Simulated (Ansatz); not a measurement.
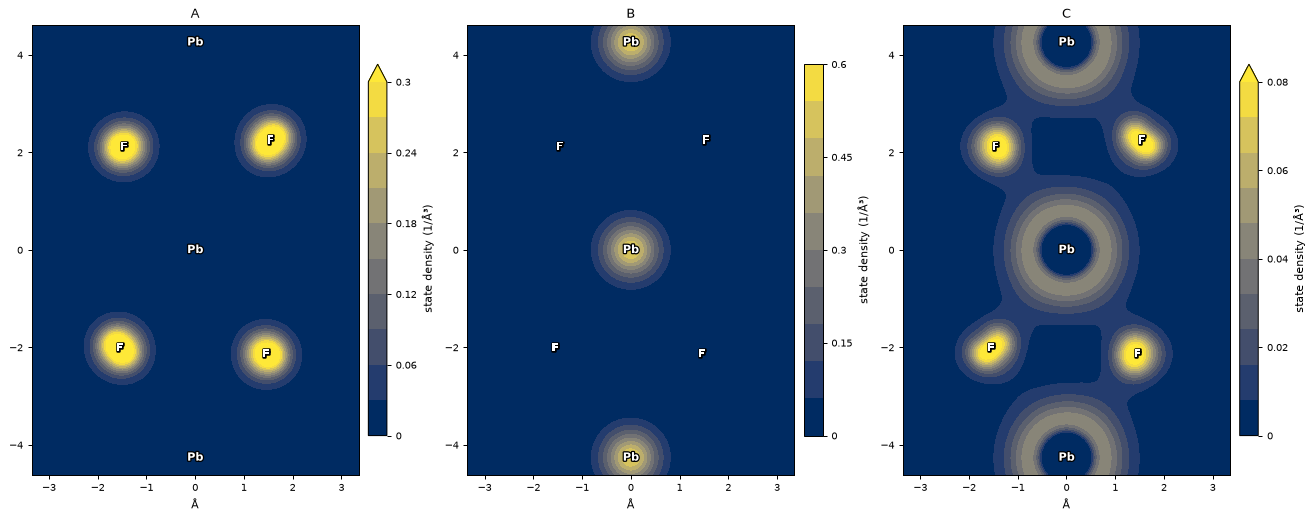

PbF2: densities of the states in three energy windows, on the (101) plane of the conventional cell.

Space group Aea2; the calculation finds a residual pressure of about −4 GPa at this fixed cell. Spin-orbit coupling, left out here, splits and shifts the levels of such heavy elements, by tenths of an eV up to several eV. The cell comes from a database of computed structures, not from a measurement.

All numbers below come from DFT PBEsol, scalar-relativistic, plane waves, PAW in Ansatz.

Core electrons are frozen (PAW), so the fields are smoothed inside the atomic spheres.

Match the panels to the energy ranges (zero at the valence-band maximum): −14.39 to −14.12 eV, −6.3 to −4.7 eV and −2.3 to −1.1 eV.

Answer. Panel A: −2.3 to −1.1 eV, the middle third of the upper valence band, mainly F 2p (over 95 %).
Panel B: −14.39 to −14.12 eV, a separate group of bands (semicore or deep states), mainly Pb 5d (over 95 %).
Panel C: −6.3 to −4.7 eV, a separate group of bands, mainly Pb 6s (70 %) and F 2p (30 %).
The characters are Löwdin shares on a minimal set of atomic orbitals.

Run time: 13 s on 2 threads of Arm Neoverse N1, with other jobs on the host, peak memory 0.39 GiB.
